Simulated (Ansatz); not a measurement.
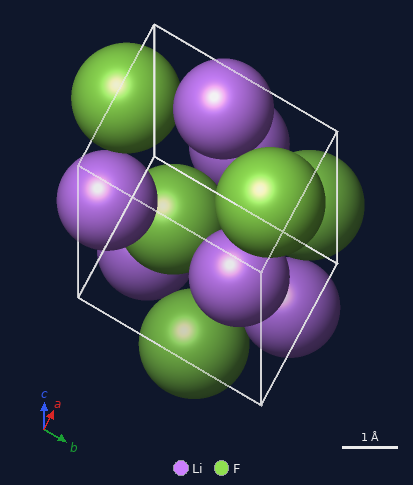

A space-filling picture of a crystal structure, seen from a general direction. The edges of the conventional unit cell are marked.

LiF, space group P3_121 (No. 152), a = 4.90 Å, b = 4.90 Å, c = 2.93 Å, α = 90.00°, β = 90.00°, γ = 120.00°.

Results below were computed with DFT r2SCAN, scalar-relativistic, plane waves, PAW (Ansatz); the settings were plane waves to 500 eV, Brillouin-zone sampling on a 6×6×8 mesh, Gaussian smearing of 0.02 eV, no spin polarisation.

Q: What is the band gap, if any?

A: An insulator at this level, with a gap of 8.31 eV, direct.

Q: State the hydrostatic pressure.

A: The computed pressure is -2.7 GPa (stretched: it would shrink).

Origin of the cell: a structure type filled with these elements by a generator (whether the compound takes this form wasn't checked). Earlier steps of the study may have refined or changed the cell and positions. It went into a calculation with Ansatz.
